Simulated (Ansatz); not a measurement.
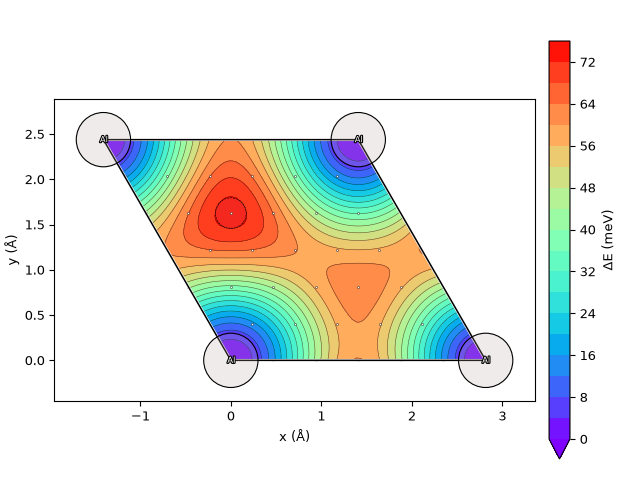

H on an Al(111) slab cut from the Fm-3m phase, its upper half relaxed before the scan (12 atoms of substrate and one adsorbate in a 2 × 2 cell). 
- H is moved over the surface cell at a fixed height above a rigid substrate; the origin of the map has the adsorbate above Al9; the height is held at 3.10 Å.
- Places are given modulo a cell vector. The map is drawn in real space over the plane of the surface.
- The grid has 6 × 6 points; 10 points were computed and 26 follow by symmetry.
- Places are given in fractions of the 1 × 1 surface cell.
- Energies are in meV, from the lowest grid point.
- The runs have no spin polarisation, so an open-shell adsorbate far from the surface lies too high. At a fixed height the lowest place need not be the adsorption site.
- Theory: Ansatz, DFT PBE+D3(BJ), scalar-relativistic, plane waves, PAW. Settings: cutoff 420 eV, k-mesh 6×6×1, gaussian smearing 0.1 eV, no spin polarisation.

In the figure: filled contours, dots at the grid points, labelled circles for the atoms of the top layer and small ones for the second layer, the outline of one cell of the plane. Between grid points the surface is interpolated.

The lowest grid point is at the top site over a surface Al atom, (0/6, 0/6) of the cell vectors. It is the only kind of minimum in the scanned range. The highest grid point, a threefold hollow over a second-layer Al atom, (2/6, 4/6) of the cell vectors, lies 73 meV above the lowest. On the interpolated surface the easiest way out of the lowest well to its copy in the next cell or period passes a barrier of about 59 meV. At the lowest point the adsorbate has 1 Al at 3.10 Å as nearest neighbours, at the highest 3 Al at 3.50 Å.

The scan is repeated with another setting: the height is held at 2.50 Å; all else is set up alike.

Q: How does the landscape change?

A: The lowest place stays at the top site over a surface Al atom, (0/6, 0/6) of the cell vectors. The span from the lowest to the highest grid point grows from 73 to 231 meV. The easiest pass out of the lowest well goes from about 59 to about 193 meV on the interpolated surfaces. In the new map: at the lowest point the adsorbate has 1 Al at 2.50 Å as nearest neighbours, at the highest 3 Al at 2.98 Å.

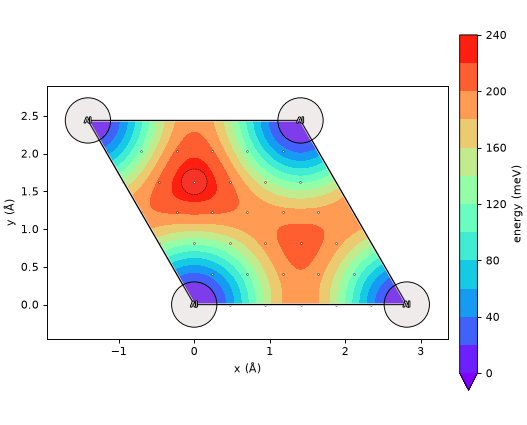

The map after the change, on a colour scale of its own. The picture shows filled contours, dots at the grid points, labelled circles for the atoms of the top layer and small ones for the second layer, the outline of one cell of the plane. Between grid points the surface is interpolated.

PAW datasets: the set soft_1.
